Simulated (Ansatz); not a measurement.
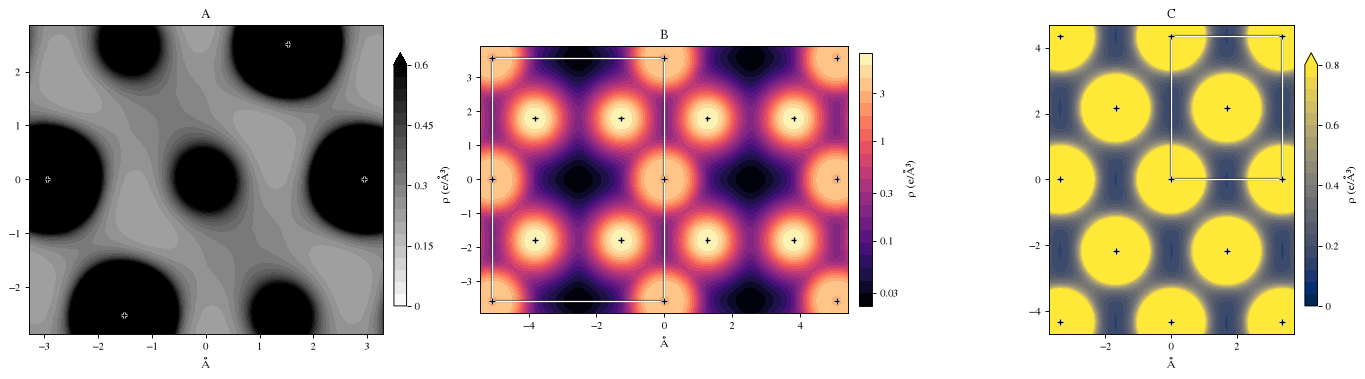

The valence electron density of 3 systems, each on a plane through atoms (crosses mark nuclei in the plane).

These are results of DFT r2SCAN, scalar-relativistic, plane waves, PAW in Ansatz 0.2.0, not measurements.

System 1: Ta, the (11̄0) plane of the calculation cell. Space group P6₃/mmc; a structure from a database of computed crystals, not necessarily the ambient phase.

```
CELL_PARAMETERS angstrom
-2.88799 0.00000 0.00000
0.00000 5.00214 0.00000
1.44399 -2.50107 -5.11811
ATOMIC_POSITIONS crystal
Ta 0.12500 0.79167 0.25000
Ta 0.62500 0.29167 0.25000
Ta 0.87500 0.20833 0.75000
Ta 0.37500 0.70833 0.75000
```

System 2: Pt, the (11̄0) plane of the conventional cell. Space group I4/mmm; a structure from a database of computed crystals, not necessarily the ambient phase; computed pressure about −7 GPa in this cell.

```
Pt
1.0
     3.06936    0.00000    0.00000
     0.00000    3.06936    0.00000
     0.00000    0.00000    3.37630
Pt
2
Direct
  0.00000 0.00000 0.00000
  0.50000 0.50000 0.50000
```

System 3: ZrO$_{2}$, the (101) plane of the conventional cell. Space group Fm-3m; computed pressure about 3 GPa in this cell.

```yaml
crystal:
  lattice:
    - [5.07000, 0.00000, 0.00000]
    - [0.00000, 5.07000, 0.00000]
    - [0.00000, 0.00000, 5.07000]
  atoms:
    - { symbol: Zr, position: [0.00000, 0.00000, 0.00000] }
    - { symbol: Zr, position: [0.50000, 0.50000, 0.00000] }
    - { symbol: Zr, position: [0.50000, 0.00000, 0.50000] }
    - { symbol: Zr, position: [0.00000, 0.50000, 0.50000] }
    - { symbol: O, position: [0.25000, 0.25000, 0.25000] }
    - { symbol: O, position: [0.75000, 0.75000, 0.25000] }
    - { symbol: O, position: [0.75000, 0.25000, 0.75000] }
    - { symbol: O, position: [0.25000, 0.75000, 0.75000] }
    - { symbol: O, position: [0.75000, 0.25000, 0.25000] }
    - { symbol: O, position: [0.25000, 0.75000, 0.25000] }
    - { symbol: O, position: [0.25000, 0.25000, 0.75000] }
    - { symbol: O, position: [0.75000, 0.75000, 0.75000] }
```

**Match each panel to its system.**

Panel A is system 1, Ta: the plane holds Ta. Ta–Ta (2.89 Å): ρ at the midpoint is about 0.3 e/Å³. Panel B is system 3, ZrO$_{2}$: the plane holds Zr and O. Zr–O (2.20 Å): the density is about 0.53 e/Å³ at the midpoint. Panel C is system 2, Pt: the plane holds Pt. Pt–Pt (2.75 Å): ρ at the midpoint is about 0.39 e/Å³.
